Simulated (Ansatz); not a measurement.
# MnSi₄: what the fields show

Input

```
crystal:
  lattice:
    - [-2.6504661445, 2.6504661445, 2.6504661445]
    - [2.6504661445, -2.6504661445, 2.6504661445]
    - [2.6504661445, 2.6504661445, -2.6504661445]
  atoms:
    - { symbol: Mn, position: [0.0, 0.0, 0.0], spin: 1.1 }
    - { symbol: Si, position: [0.5, 0.5, 0.5] }
    - { symbol: Si, position: [0.0, 0.0, 0.5] }
    - { symbol: Si, position: [0.0, 0.5, 0.0] }
    - { symbol: Si, position: [0.5, 0.0, 0.0] }
basis:
  ecutwfc: 420
kpoints:
  mp_grid: { grid: [10, 10, 10] }
hamiltonian:
  xc: pbe
scf:
  occupations: { method: gaussian, width: 0.1 }
output:
  forces: true
  stress: true
  eigenvalues: true
  populations: true
  write_density: true
  write_potential: true
  elf: true
  volumetric_format: npy
magnetization:
  spin_polarized: true
relax:
  adjacent_minimum: "off"
  f_tol: 0.01
  max_steps: 80
  cell: { stress_tol: 0.05 }
```

Launched as:

```sh
ansatz run input.yaml --threads 1 --pin off --max-ram 2560MiB --backend cpu --events-out ev --progress --plain --runs-dir out
```

Below, planes, directions and counts refer to the conventional cell (a = 5.30 Å, b = 5.30 Å, c = 5.30 Å, α = 90.00°, β = 90.00°, γ = 90.00°).

The fields are those of the relaxed geometry.

Space group Im-3m; a structure generated by program, which may or may not match a known phase; spin-polarised.

These are results of DFT PBE, scalar-relativistic, plane waves, PAW in Ansatz, not measurements.

Core electrons are frozen (PAW), and the valence fields are smoothed inside the atomic spheres.

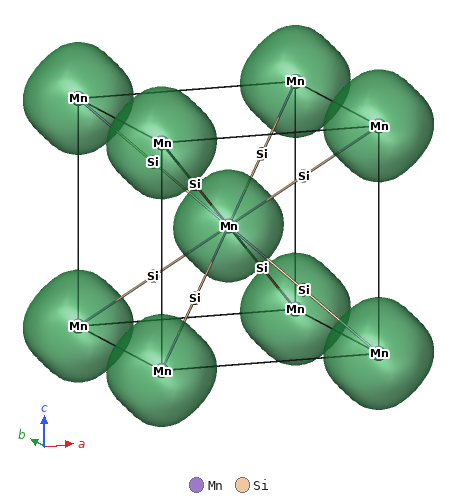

Figure 1. Isosurface of the spin density (up minus down) at +0.01 e/Å³ (green), seen slightly off an axis. Sticks mark near contacts.

Which atoms carry the moments, and with what signs?

The spin density sits on Mn: +1.1 μB (×2) in one cell of 10 atoms: parallel main moments, as they must be, since the calculation's own cell holds one magnetic site. The cell of the calculation (5 atoms) carries 1.3 μB of net spin moment.

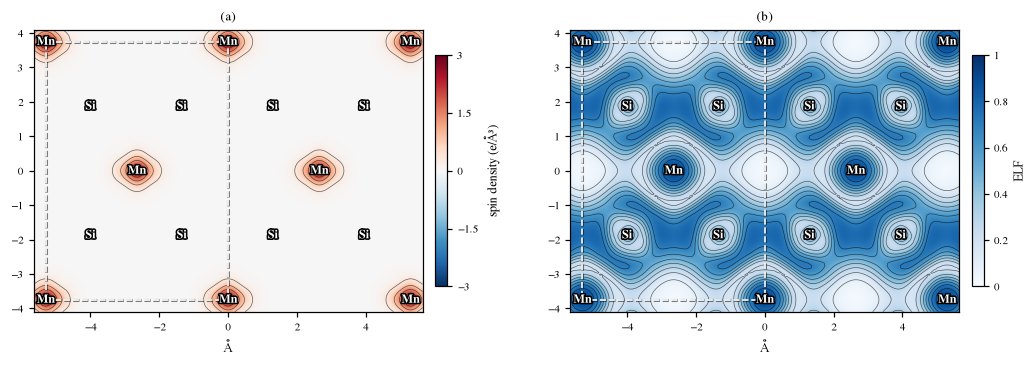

Figure 2. (a) magnetisation density (up minus down); (b) electron localisation function on the (110) plane of the conventional cell.

What does the map show?

Atoms in the plane: Mn and Si.
Mn–Si (2.29 Å): the ELF peaks at about 0.70 in the valence shell of Si, 0.9 Å from its nucleus, and is about 0.45 at the midpoint.
The features right at Mn lie inside the PAW spheres, where the map follows smoothed inner orbitals and isn't to be read closely.

Does the calculation make it a metal, or give it a gap?

It is metallic or semimetallic at this level of theory: no gap opens.
